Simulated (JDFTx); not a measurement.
**Run report: NiSb, geometry relaxation (part 3 of 3)**

The same run, continued: NiSb (P6₃/mmc, 4 atoms in the cell); Kohn-Sham DFT of a periodic cell, PBE, PseudoDojo-SR-PBE-0.5-standard, spin-polarised (JDFTx 1.7.0 (patched build)); cutoff 1333.36 eV, 2×2×1 k-mesh, fermi-dirac of 0.05 eV, collinear spins. The structure derives from an entry of the Crystallography Open Database. The settings are looser than a standard set-up, so the numbers are not reference values.

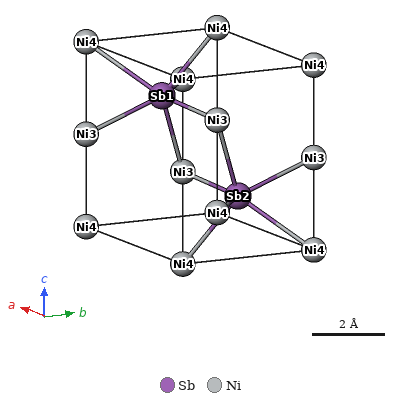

Figure 1. The geometry at step 4 of the log (ball-and-stick view of the cell of the calculation, seen at an oblique angle; atoms are numbered from 1 in the order of the input).

Output, continued
```
LatticeMinimize: Iter:   5  F: -489.045849387835062  |grad|_K:  5.279e-04  alpha:  1.000e+00  linmin:  2.492e-01

#--- Lowdin population analysis ---
# oxidation-state Sb -0.261 -0.261
# magnetic-moments Sb +0.038 +0.038
# oxidation-state Ni +0.440 +0.440
# magnetic-moments Ni +0.215 +0.215

-------- Electronic minimization -----------
Will mix electronic density at each iteration.
	FillingsUpdate:  mu: +0.552319630  nElectrons: 66.000000  magneticMoment: [ Abs: 0.55456  Tot: +0.49601 ]
	FillingsUpdate:  mu: +0.553676215  nElectrons: 66.000000  magneticMoment: [ Abs: 0.55553  Tot: +0.49686 ]
SCF: Cycle:  0   F: -489.045849948594821   dF: -3.522e-06   |Residual|: 3.961e-04   |deigs|: 3.052e-04
	FillingsUpdate:  mu: +0.553616577  nElectrons: 66.000000  magneticMoment: [ Abs: 0.55536  Tot: +0.49686 ]
SCF: Cycle:  1   F: -489.045850145996781   dF: -1.974e-07   |Residual|: 3.289e-04   |deigs|: 2.222e-04
	FillingsUpdate:  mu: +0.553651595  nElectrons: 66.000000  magneticMoment: [ Abs: 0.55532  Tot: +0.49685 ]
[... 3 further cycles ...]
SCF: Cycle:  5   F: -489.045850244590838   dF: -9.358e-10   |Residual|: 4.294e-06   |deigs|: 1.671e-04
	FillingsUpdate:  mu: +0.553652856  nElectrons: 66.000000  magneticMoment: [ Abs: 0.55528  Tot: +0.49683 ]
SCF: Cycle:  6   F: -489.045850244981295   dF: -3.905e-10   |Residual|: 1.397e-06   |deigs|: 1.831e-04
SCF: Converged (|Delta E|<1.000000e-09 for 2 iters).

Setting wave functions to eigenvectors of Hamiltonian
# Lattice vectors:
R =
[      7.19828     -3.59914            0  ]
[  1.70183e-12      6.23389            0  ]
[            0            0         10.6  ]
unit cell volume = 475.658

# Strain tensor in Cartesian coordinates:
[    -0.030253  2.29264e-13            0  ]
[   2.2927e-13    -0.030253            0  ]
[            0            0    0.0955641  ]

# Stress tensor in Cartesian coordinates [Eh/a0^3]:
[ -2.59725e-06            0            0  ]
[            0 -2.59725e-06            0  ]
[            0            0 -3.55559e-06  ]

# Ionic positions in cartesian coordinates:
ion Sb   3.599140360404560   2.077964655974288   7.950013871664113 1
ion Sb  -0.000000000031342   4.155929311946875   2.650004623878908 1
ion Ni   0.000000000000000   0.000000000000000   5.300009247771510 1
ion Ni  -0.000000000000000  -0.000000000000000  -0.000000000013695 1

# Forces in Cartesian coordinates:
force Sb   0.000000000000000  -0.000000000000000  -0.000000000000000 1
force Sb   0.000000000000000  -0.000000000000000   0.000000000000000 1
force Ni   0.000000000000000   0.000000000000000  -0.000000000000000 1
force Ni  -0.000000000000000  -0.000000000000000  -0.000000000000000 1

# Energy components:
   Eewald =     -312.5420575612833431
       EH =      157.0991635219910734
     Eloc =     -446.6156459086788004
      Enl =      -92.1637873942967190
      Exc =      -88.5127135982664726
 Exc_core =       28.5025677218786910
       KE =      265.1875268984886702
-------------------------------------
     Etot =     -489.0449463201669573
       TS =        0.0009039248143384
-------------------------------------
        F =     -489.0458502449812954

LatticeMinimize: Iter:   6  F: -489.045850244981295  |grad|_K:  3.146e-04  alpha:  1.000e+00  linmin:  9.940e-01

#--- Lowdin population analysis ---
# oxidation-state Sb -0.261 -0.261
# magnetic-moments Sb +0.038 +0.038
# oxidation-state Ni +0.440 +0.440
# magnetic-moments Ni +0.215 +0.215

-------- Electronic minimization -----------
Will mix electronic density at each iteration.
	FillingsUpdate:  mu: +0.553652856  nElectrons: 66.000000  magneticMoment: [ Abs: 0.55563  Tot: +0.49715 ]
	FillingsUpdate:  mu: +0.553150799  nElectrons: 66.000000  magneticMoment: [ Abs: 0.55527  Tot: +0.49683 ]
SCF: Cycle:  0   F: -489.045850673265534   dF: -4.561e-07   |Residual|: 1.333e-04   |deigs|: 2.212e-04
	FillingsUpdate:  mu: +0.553175170  nElectrons: 66.000000  magneticMoment: [ Abs: 0.55531  Tot: +0.49684 ]
SCF: Cycle:  1   F: -489.045850700421340   dF: -2.716e-08   |Residual|: 1.274e-04   |deigs|: 1.552e-04
	FillingsUpdate:  mu: +0.553163062  nElectrons: 66.000000  magneticMoment: [ Abs: 0.55533  Tot: +0.49684 ]
SCF: Cycle:  2   F: -489.045850712569234   dF: -1.215e-08   |Residual|: 6.252e-05   |deigs|: 1.251e-04
	FillingsUpdate:  mu: +0.553157892  nElectrons: 66.000000  magneticMoment: [ Abs: 0.55536  Tot: +0.49684 ]
SCF: Cycle:  3   F: -489.045850713506752   dF: -9.375e-10   |Residual|: 2.953e-05   |deigs|: 1.433e-04
	FillingsUpdate:  mu: +0.553161641  nElectrons: 66.000000  magneticMoment: [ Abs: 0.55534  Tot: +0.49684 ]
SCF: Cycle:  4   F: -489.045850714485823   dF: -9.791e-10   |Residual|: 6.120e-06   |deigs|: 1.347e-04
SCF: Converged (|Delta E|<1.000000e-09 for 2 iters).

Setting wave functions to eigenvectors of Hamiltonian
# Lattice vectors:
R =
[      7.19964     -3.59982            0  ]
[  1.69224e-12      6.23507            0  ]
[            0            0      10.6027  ]
unit cell volume = 475.958

# Strain tensor in Cartesian coordinates:
[   -0.0300702     2.28e-13            0  ]
[  2.27977e-13   -0.0300702            0  ]
[            0            0    0.0958426  ]

# Stress tensor in Cartesian coordinates [Eh/a0^3]:
[ -2.54429e-07            0            0  ]
[            0 -2.54429e-07            0  ]
[            0            0  -1.7945e-07  ]

# Ionic positions in cartesian coordinates:
ion Sb   3.599819084129324   2.078356517299504   7.952034443910297 1
ion Sb  -0.000000000031354   4.156713034597317   2.650678147960967 1
ion Ni   0.000000000000000   0.000000000000000   5.301356295935632 1
ion Ni  -0.000000000000000  -0.000000000000000  -0.000000000013698 1

# Forces in Cartesian coordinates:
force Sb  -0.000000000000000  -0.000000000000000   0.000000000000000 1
force Sb   0.000000000000000   0.000000000000000   0.000000000000000 1
force Ni  -0.000000000000000  -0.000000000000000   0.000000000000000 1
force Ni   0.000000000000000   0.000000000000000  -0.000000000000000 1

# Energy components:
   Eewald =     -312.4770628890794910
       EH =      157.1370107393528315
     Eloc =     -446.7174532976172827
      Enl =      -92.1644797075329905
      Exc =      -88.5118441515284644
 Exc_core =       28.5025677113317499
       KE =      265.1863148230112301
-------------------------------------
     Etot =     -489.0449467720624170
       TS =        0.0009039424234183
-------------------------------------
        F =     -489.0458507144858231

LatticeMinimize: Iter:   7  F: -489.045850714485823  |grad|_K:  2.476e-05  alpha:  1.000e+00  linmin: -9.557e-01
LatticeMinimize: Converged (|Delta F|<1.000000e-06 for 2 iters).

#--- Lowdin population analysis ---
# oxidation-state Sb -0.261 -0.261
# magnetic-moments Sb +0.038 +0.038
# oxidation-state Ni +0.440 +0.440
# magnetic-moments Ni +0.215 +0.215

Dumping 'run.eigStats' ...
	eMin: -3.241787 at state 0 ( [ +0.000000 +0.000000 +0.000000 ] spin 1 )
	HOMO: +0.541829 at state 1 ( [ +0.000000 +0.500000 +0.000000 ] spin 1 )
	mu  : +0.553162
	LUMO: +0.554415 at state 3 ( [ +0.000000 +0.500000 +0.000000 ] spin -1 )
	eMax: +1.027431 at state 1 ( [ +0.000000 +0.500000 +0.000000 ] spin 1 )
	HOMO-LUMO gap: +0.012586
	Optical gap  : +0.037316 at state 1 ( [ +0.000000 +0.500000 +0.000000 ] spin 1 )
Done!
```

Trajectory as extended XYZ (Å, eV, eV/Å), 8 frames, from step=0 to step=7
```
4
Lattice="3.9280 0.0000 0.0000 -1.9640 3.4017 0.0000 0.0000 0.0000 5.1200" Properties=species:S:1:pos:R:3:forces:R:3 step=0 energy=-13307.15450
Sb    1.9640    1.1339    3.8400    0.0000   0.0000   0.0000
Sb    0.0000    2.2678    1.2800    0.0000   0.0000   0.0000
Ni    0.0000    0.0000    2.5600    0.0000   0.0000   0.0000
Ni    0.0000    0.0000    0.0000    0.0000   0.0000   0.0000
4
Lattice="3.9270 0.0000 0.0000 -1.9635 3.4009 0.0000 0.0000 0.0000 5.2142" Properties=species:S:1:pos:R:3:forces:R:3 step=1 energy=-13307.31145
Sb    1.9635    1.1336    3.9107    0.0000   0.0000   0.0000
Sb    0.0000    2.2673    1.3036    0.0000   0.0000   0.0000
Ni    0.0000    0.0000    2.6071    0.0000   0.0000   0.0000
Ni    0.0000    0.0000    0.0000    0.0000   0.0000   0.0000
4
Lattice="3.9089 0.0000 0.0000 -1.9544 3.3852 0.0000 0.0000 0.0000 5.4492" Properties=species:S:1:pos:R:3:forces:R:3 step=2 energy=-13307.52438
Sb    1.9544    1.1284    4.0869    0.0000   0.0000   0.0000
Sb    0.0000    2.2568    1.3623    0.0000   0.0000   0.0000
Ni    0.0000    0.0000    2.7246    0.0000   0.0000   0.0000
Ni    0.0000    0.0000    0.0000    0.0000   0.0000   0.0000
4
Lattice="3.8499 0.0000 0.0000 -1.9250 3.3341 0.0000 0.0000 0.0000 5.5311" Properties=species:S:1:pos:R:3:forces:R:3 step=3 energy=-13307.59726
Sb    1.9250    1.1114    4.1483    0.0000   0.0000   0.0000
Sb    0.0000    2.2228    1.3828    0.0000   0.0000   0.0000
Ni    0.0000    0.0000    2.7656    0.0000   0.0000   0.0000
Ni    0.0000    0.0000    0.0000    0.0000   0.0000   0.0000
4
Lattice="3.8018 0.0000 0.0000 -1.9009 3.2925 0.0000 0.0000 0.0000 5.6226" Properties=species:S:1:pos:R:3:forces:R:3 step=4 energy=-13307.61493
Sb    1.9009    1.0975    4.2169    0.0000   0.0000   0.0000
Sb    0.0000    2.1950    1.4056    0.0000   0.0000   0.0000
Ni    0.0000    0.0000    2.8113    0.0000   0.0000   0.0000
Ni    0.0000    0.0000    0.0000    0.0000   0.0000   0.0000
4
Lattice="3.8109 0.0000 0.0000 -1.9055 3.3004 0.0000 0.0000 0.0000 5.6137" Properties=species:S:1:pos:R:3:forces:R:3 step=5 energy=-13307.61550
Sb    1.9055    1.1001    4.2103    0.0000   0.0000   0.0000
Sb    0.0000    2.2002    1.4034    0.0000   0.0000   0.0000
Ni    0.0000    0.0000    2.8069    0.0000   0.0000   0.0000
Ni    0.0000    0.0000    0.0000    0.0000   0.0000   0.0000
4
Lattice="3.8092 0.0000 0.0000 -1.9046 3.2988 0.0000 0.0000 0.0000 5.6093" Properties=species:S:1:pos:R:3:forces:R:3 step=6 energy=-13307.61552
Sb    1.9046    1.0996    4.2070    0.0000   0.0000   0.0000
Sb    0.0000    2.1992    1.4023    0.0000   0.0000   0.0000
Ni    0.0000    0.0000    2.8046    0.0000   0.0000   0.0000
Ni    0.0000    0.0000    0.0000    0.0000   0.0000   0.0000
4
Lattice="3.8099 0.0000 0.0000 -1.9049 3.2995 0.0000 0.0000 0.0000 5.6107" Properties=species:S:1:pos:R:3:forces:R:3 step=7 energy=-13307.61554
Sb    1.9049    1.0998    4.2080    0.0000   0.0000   0.0000
Sb    0.0000    2.1996    1.4027    0.0000   0.0000   0.0000
Ni    0.0000    0.0000    2.8054    0.0000   0.0000   0.0000
Ni    0.0000    0.0000    0.0000    0.0000   0.0000   0.0000
```

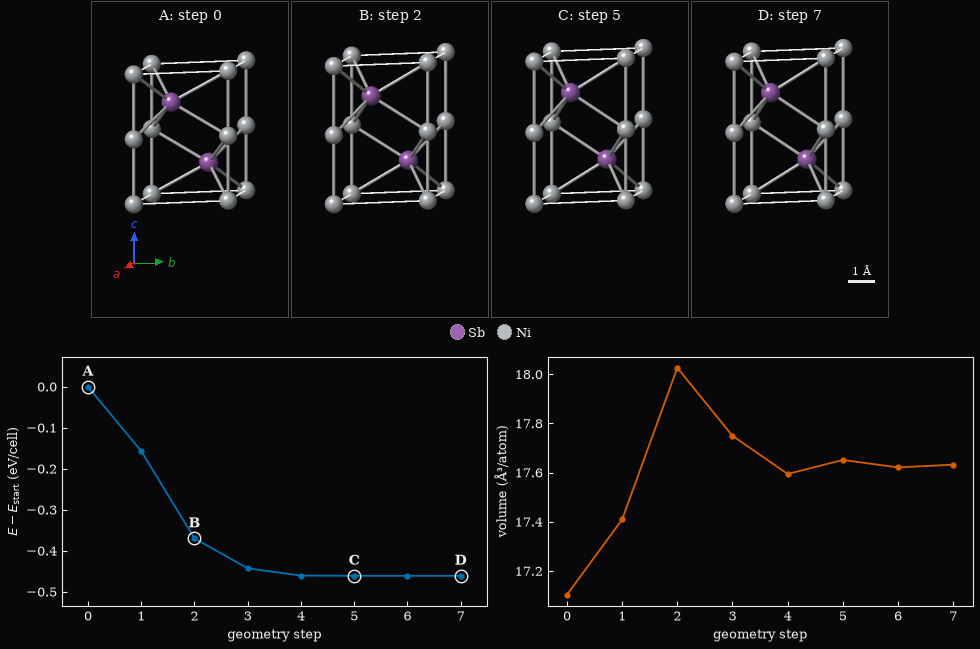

Figure 2. Frames of the relaxation (ball-and-stick view of the cell of the calculation, seen slightly off an axis) above the curves, on which the letters mark them (steps are counted from 0).

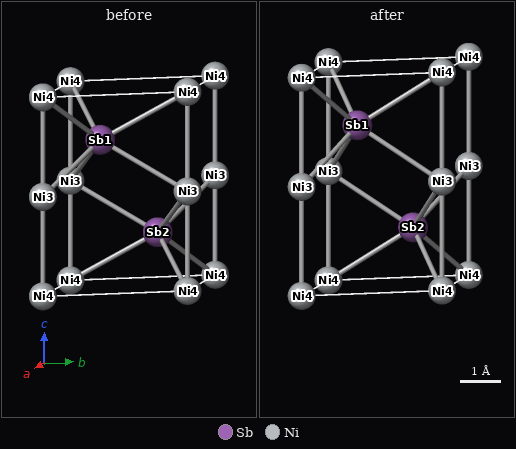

Figure 3. Before (left) and after (right) the relaxation, at one scale (ball-and-stick view of the cell of the calculation, seen slightly off an axis). The energy falls by 0.461 eV per cell of the calculation in 7 geometry steps. All forces vanish by symmetry, so only the cell relaxes. The atoms keep their places relative to the cell (all moves are under 0.005 Å). Cell: a = b 3.928 → 3.810 Å (−3.0 %), c 5.120 → 5.611 Å (+9.6 %). Volume +3.1 %. Among the contacts that change: Ni3–Ni4 2.560 → 2.805 Å, Sb1–Ni3 2.604 → 2.609 Å. Among the angles that change: Ni3–Sb1–Ni4 58.9° → 65.1°, Ni3–Sb1–Ni3 97.9° → 93.8°. The space group stays P6_3/mmc (No. 194). (Atoms are counted from 1 in the order of the input.)

This output came from the following input.

Input file
```
lattice \
    7.4228442175    -3.7114221088     0.0000000000 \
    0.0000000000     6.4283716608     0.0000000000 \
    0.0000000000     0.0000000000     9.6753977581
coords-type Cartesian
ion Sb     3.7114221091     2.1427905534     7.2565483186 1
ion Sb    -0.0000000004     4.2855811074     2.4188494395 1
ion Ni     0.0000000000     0.0000000000     4.8376988790 1
ion Ni     0.0000000000     0.0000000000     0.0000000000 1

ion-species pseudo/Sb.upf
ion-species pseudo/Ni.upf
elec-cutoff 49 392
elec-ex-corr gga-PBE
kpoint-folding 2 2 1
elec-smearing Fermi 0.0018374661
elec-n-bands 44
spintype z-spin
initial-magnetic-moments Ni 1 1
elec-initial-magnetization 2 no
electronic-SCF nIterations 100 energyDiffThreshold 1e-09
electronic-minimize nIterations 30 energyDiffThreshold 1e-7
forces-output-coords Cartesian
lattice-minimize nIterations 40 energyDiffThreshold 1e-6

dump-name run.$VAR
dump End Ecomponents EigStats BandEigs Kpoints Forces Stress ElecDensity Dtot
```

Launch command:
```bash
jdftx -c 1 -i NiSb.in -o NiSb.out
```

Results in brief

```tsv
quantity	value
outcome	converged
space group (tolerance 0.01 Å)	P6₃/mmc (194)
electrons treated	66
free energy	−13307.6155 eV
Fermi energy	15.052 eV
gap on the k-point mesh	none (metallic)
net moment of the cell	0.50 μB
integrated absolute moment	0.56 μB
pressure	0.01 GPa
final volume	70.53 Å³
largest force (length of the vector) at the end	under 0.001 eV/Å
final cell	a = 3.810 Å, b = 3.810 Å, c = 5.611 Å, α = 90.00°, β = 90.00°, γ = 120.00°
hardware	1 thread of Intel Xeon (Granite Rapids), 32 GiB of memory available, shared host
wall time	4.8 min
peak memory	0.32 GiB
```

Settings chosen away from the usual ones: pseudopotentials set to PseudoDojo-SR-PBE-0.5-standard. The settings depart from the standard set-up of this series, which can bear on the numbers. Points of doubt noted for this run: coarse mesh.
